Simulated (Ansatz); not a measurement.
## GaN: single-point calculation

GaN (4 atoms in the cell), computed with DFT r2SCAN, scalar-relativistic, plane waves, PAW, no spin polarisation (Ansatz 0.2.0).

The structure derives from an entry of the Crystallography Open Database. It belongs to a series of runs on one base structure; here: atom 3 (N) moved by (+0.100, -0.200) A along y and z. Figures and captions count atoms from 1; the log counts them from 0 in places.

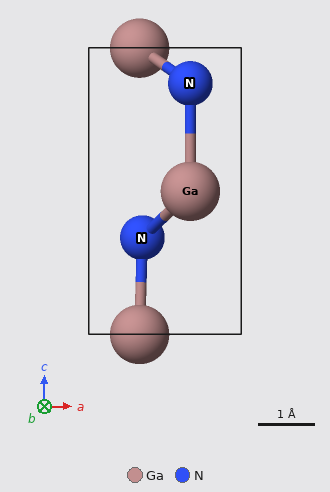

Fig. 1: The structure (ball-and-stick view of the cell of the calculation, along the b axis). An atom can appear more than once, as a periodic image. Near neighbours in the periodic cell (some may lie outside the picture): Ga has 4 N at 1.76 to 2.07 Å; N has 4 Ga at 1.76 to 2.07 Å.

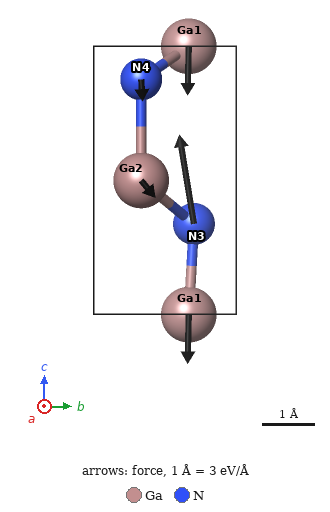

Fig. 2: Forces on the atoms as black arrows (ball-and-stick view of the cell of the calculation, along the a axis; atoms are numbered from 1 in the order of the input). The largest act on N3 (5.25 eV/Å); Ga1 (2.87 eV/Å). The geometry is not a stationary point of this energy.

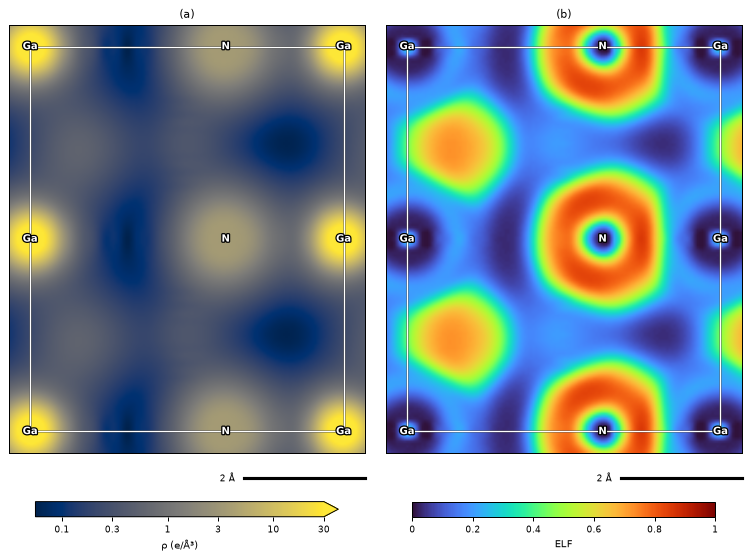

Fig. 3: (a) valence charge density (pseudo); (b) ELF on the (11̄0) plane of the conventional cell. Ga–N (1.95 Å): the density is about 0.77 e/Å³ at the midpoint; the ELF is about 0.50 at the midpoint. Away from the nuclei the density in this plane falls to 0.06 e/Å³ at its lowest. The fields are those of the smooth PAW valence density.

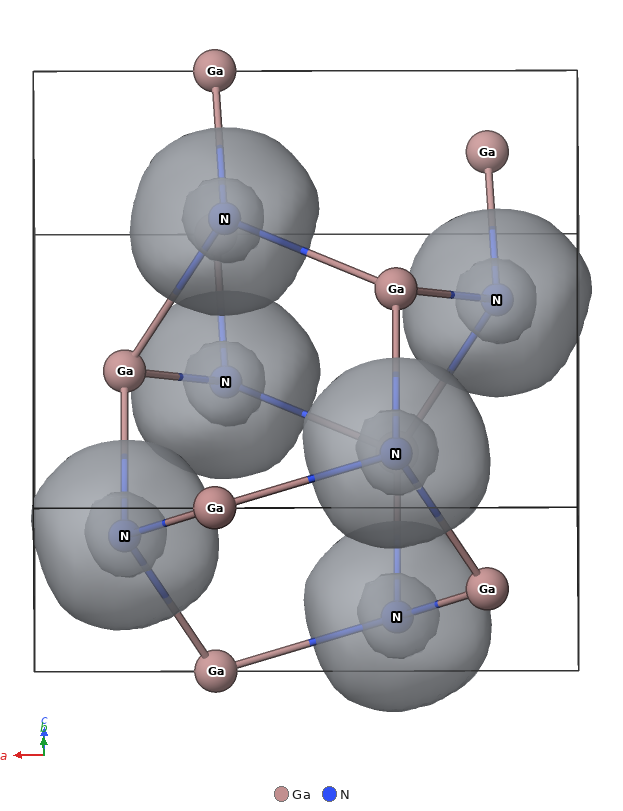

Fig. 4: Isosurface of the ELF at 0.65 (grey), seen at an oblique angle. Only the valence region is drawn (cores and ρ < 0.01 e/Å³ removed). Sticks mark near contacts. The outline is the cell set on symmetry axes. Values along the shortest contacts: Ga–N (1.76 Å): the ELF is about 0.55 at the midpoint. Ga–N (1.93 Å): the ELF is about 0.50 at the midpoint.

The input that produced these results follows, with the program's output.

**The input**
```yaml
crystal:
  lattice:
    - [3.1830984299, 0.0, 0.0]
    - [-1.591549215, 2.756644103, 0.0]
    - [0.0, 0.0, 5.1835962425]
  atoms:
    - { symbol: Ga, position: [0.3333333333, 0.6666666667, 0.9991101046] }
    - { symbol: Ga, position: [0.6666666667, 0.3333333333, 0.4991101046] }
    - { symbol: "N", position: [0.3514713294, 0.7029426589, 0.3373066434] }
    - { symbol: "N", position: [0.6666666667, 0.3333333333, 0.8758898954] }
basis:
  ecutwfc: 500
kpoints:
  mp_grid: { grid: [12, 12, 6] }
hamiltonian:
  xc: r2scan
scf:
  occupations: { method: gaussian, width: 0.05 }
output:
  forces: true
  stress: true
  eigenvalues: true
  write_density: true
  write_potential: true
  elf: true
  volumetric_format: npy
```

Launched with:
```bash
ansatz run input.yaml --threads 2 --pin off --max-ram 5120MiB --backend cpu --events-out ev --progress --plain --runs-dir out
```

**Output**
```
Engine: ansatz 0.2.0, x86_64-unknown-linux-gnu
Pseudopotentials: kind: paw
Pseudopotential: Ga, paw, valence charge 13, recommended cutoff 500 eV (meta_gga), Ga.paw.azcp
Pseudopotential: N, paw, valence charge 5, recommended cutoff 500 eV (meta_gga), N.paw.azcp
Functional definition: r2SCAN
  parameter k0 = 0.174
  parameter k1 = 0.065
  parameter a1 = 4.9479
  exchange = r2scan_x(k0 = k0, k1 = k1, a1 = a1)
  correlation = r2scan_c
Crystal: 4 atoms, lattice volume = 45.484 Å³
Basis set: ecut = 500 eV, 1129 PW (Γ), exchange–correlation on 96×96×160 points (64 copies of the dense FFT grid, shifted against one another)
Bands: 22, of which v1, the nominal top of the filled ones, is band 18 counted from 1 (17 counted from 0)
Symmetry: 2 space group operations
Space group: Cm (ITA 8), of the structure as read, at distance tolerance 3.6e-5 Å
k-points: 242 of 864 (time reversal used)
Non-local potential: Ga, projectors of the file, l = 0: 2, l = 1: 2, l = 2: 3, l = 3: 1
Non-local potential: N, projectors of the file, l = 0: 2, l = 1: 2, l = 2: 1
PAW form: soft (Blöchl's): semilocal exchange-correlation on the pseudo side does not see the compensation charge
PAW frozen core: Ga, regenerated for the run's functional (the file was generated under x = pbe(κ = 0.804, μ = 0.2195149727645171), c = pbe(β = 0.06672455060314922))
PAW frozen core: N, regenerated for the run's functional (the file was generated under x = pbe(κ = 0.804, μ = 0.2195149727645171), c = pbe(β = 0.06672455060314922))
PAW one-centre angular grid: Ga, 590 points (default); XC on 160 Gauss nodes
PAW one-centre angular grid: N, 302 points (default); XC on 160 Gauss nodes
Initial density: superposition of atomic densities (neutral atoms: chi_scale 0, normalization atom), corrected by the library's trained network
Initial wavefunctions: pseudopotential atomic-orbital guess
Functional: x = r2scan, c = r2scan; τ floored in thin density (d = 2e-4 eV/Å³)
SCF iter   1: F=—  HF=-8352.195069 eV  |F-HF|=—  |Δ(HF+E_count)|=         —  Δρ=1.24e-2  dr2=2.68e-2  dr2_τ=1.98e-1  ethr=1.77e-3  ⟨swp⟩=5.1  Hψ=21855  notcnv=0
preconditioner: auto → Resta (q_TF=auto, 2.624 Å⁻¹)  ε∞=4.5  [insulator: Δε(μ)=2.054 eV  Ē_g=17.540 eV  σ=0.050 eV  W_gap=1.00  n_scr=22 (ndim 8)  ℏωp=33.0 eV  f_vac=0.006  D(μ)=0.00/eV (n_scr^D=0)  ε∞_Penn≈4.5]
SCF iter   2: F=—  HF=-8352.259220 eV  |F-HF|=—  |Δ(HF+E_count)|=   6.42e-2  Δρ=5.82e-3  dr2=9.46e-3  dr2_τ=3.10e-4  ethr=7.45e-5  ⟨swp⟩=2.0  Hψ=12584  notcnv=0
SCF iter   3: F=—  HF=-8352.258665 eV  |F-HF|=—  |Δ(HF+E_count)|=   5.55e-4  Δρ=3.67e-3  dr2=2.63e-3  dr2_τ=8.94e-5  ethr=2.63e-5  ⟨swp⟩=2.2  Hψ=9304  notcnv=0
SCF iter   4: F=—  HF=-8352.258676 eV  |F-HF|=—  |Δ(HF+E_count)|=   1.08e-5  Δρ=3.04e-4  dr2=2.43e-5  dr2_τ=9.08e-6  ethr=7.31e-6  ⟨swp⟩=2.0  Hψ=9633  notcnv=0
SCF iter   5: F=—  HF=-8352.258698 eV  |F-HF|=—  |Δ(HF+E_count)|=   2.26e-5  Δρ=1.38e-4  dr2=4.71e-6  dr2_τ=4.88e-7  ethr=6.74e-8  ⟨swp⟩=2.1  Hψ=9454  notcnv=0
SCF iter   6: F=—  HF=-8352.258703 eV  |F-HF|=—  |Δ(HF+E_count)|=   4.79e-6  Δρ=4.29e-5  dr2=8.80e-7  dr2_τ=6.65e-8  ethr=1.31e-8  ⟨swp⟩=2.4  Hψ=9634  notcnv=0
SCF iter   7: F=-8352.258703 eV  HF=-8352.258703 eV  |F-HF|=2.01e-8  |Δ(HF+E_count)|=   1.55e-7  Δρ=1.05e-5  dr2=3.74e-8  dr2_τ=2.98e-9  ethr=2.78e-10  ⟨swp⟩=6.0  Hψ=37239  notcnv=0
SCF 1 converged in 7 iterations: F = -8352.258703 eV  dr2 = 3.74e-8
  greatest PAW one-centre occupation: 0.995 electrons in one spin orbital (limit 2), on the Ga atom at site 0 (counted from 0), in its partial waves of l = 2
SCF converged after 7 iterations
Free energy (F): -8352.258703 eV
Harris-Foulkes:  -8352.258703 eV  (|F-HF|=2.01e-8)
Internal energy: -8352.258703 eV  (E = F + TS)
E sigma→0 (E₀):  -8352.258703 eV
Fermi energy:    10.692505 eV
--- Per-component energies (eV) ---
  E_band       = -30.539812
  E_kinetic    = 495.001966
  E_local      = -3914.832544  (includes V_loc(G=0)·N_el)
  E_nonlocal   = 952.884453
  E_hartree    = 1806.031854
  E_xc         = -243.798349
  E_vxc        = -287.627391  (∫ρ·V_xc dr)
  E_paw        = -4274.160114  (= ΣΔE_a)
  E_vpaw       = -903.750231  (= ΣTr[D̂ρ^β])
  E_aug_tail   = -0.000041  (compensation charges beyond the density's cutoff)
  E_vtau       = 15.720452  (kinetic-family band-sum trace: ∫τ·v_τ [+ j·A + Jᵃ·Aᵃ] dr)
  E_ewald      = -3172.020659
  E_core_change = -1.365269  (= ΣΔE_core)
  E_smearing   = -0.000000  (= −TS)
  E_closure    = -0.000000  (closes the sum)
  Σ components = -8352.258703   (vs F -8352.258703, Δ=0.00e0)
--- Forces (eV/Å), atoms counted from 1 ---
  atom   1  Ga     0.00000000    -0.06935549    -2.86563508
  atom   2  Ga    -0.00000000     0.83503579    -1.01498283
  atom   3  N      0.00000000    -0.85096969     5.18211695
  atom   4  N     -0.00000000     0.08527938    -1.30146731
  max |Σ_I F_I| component: 3.17e-5 eV/Å
--- Stress (GPa, compression-positive) ---
       -4.013646      -0.000000      -0.000000
       -0.000000      -0.081022       2.588438
       -0.000000       2.588442      14.877181
  P = ⅓ Tr σ = 3.5942 GPa (35.942 kbar)
--- Band table (eV; the first three rows and the last of 242) ---
  k-point 0: bands = ["-7.4113", "-6.3708", "-4.5306", "-4.4902", "-4.4821", "-4.3093", "-4.3072", "-4.1971", "-4.1927", "-3.9427", "-3.9370", "-2.8119", "1.9639", "8.2708", "8.5049", "9.1757", "9.6044", "9.6439", "11.7411", "14.5601", "18.8939", "20.1185"]
  k-point 1: bands = ["-7.3304", "-6.4113", "-4.5264", "-4.4905", "-4.4689", "-4.3126", "-4.3116", "-4.1929", "-4.1877", "-3.9435", "-3.9382", "-3.0864", "2.4881", "8.3277", "8.4398", "8.5642", "9.4952", "9.5814", "12.3859", "14.5853", "18.6350", "20.1094"]
  k-point 2: bands = ["-7.1174", "-6.5413", "-4.5206", "-4.4909", "-4.4108", "-4.3205", "-4.3194", "-4.1842", "-4.1777", "-3.9452", "-3.9407", "-3.5904", "3.7404", "6.9543", "8.5586", "8.7129", "9.2560", "9.4258", "13.4320", "14.5712", "18.0562", "20.1421"]
  k-point 241: bands = ["-6.3734", "-6.1964", "-4.4424", "-4.4120", "-4.3429", "-4.2987", "-4.2472", "-4.1241", "-4.0151", "-3.9543", "-2.9037", "-2.6266", "3.3082", "3.8821", "5.8625", "6.2959", "7.4887", "7.8774", "15.0578", "16.0934", "17.6044", "18.7756"]
```

**Key numbers**

```json
{"quantity": "outcome", "value": "converged"}
{"quantity": "space group (tolerance 0.01 Å)", "value": "Cm (8)"}
{"quantity": "electrons treated", "value": "36"}
{"quantity": "free energy", "value": "−8352.2587 eV"}
{"quantity": "Fermi energy", "value": "10.693 eV"}
{"quantity": "gap on the k-point mesh", "value": "2.10 eV"}
{"quantity": "pressure", "value": "3.59 GPa"}
{"quantity": "largest force (length of the vector)", "value": "5.252 eV/Å"}
{"quantity": "hardware", "value": "2 threads of Oxide Virtual Turin-like (Zen 5), 32 GiB of memory available, shared host"}
{"quantity": "wall time", "value": "25 s (CPU time 48 s)"}
{"quantity": "peak memory", "value": "0.7 GiB"}
```
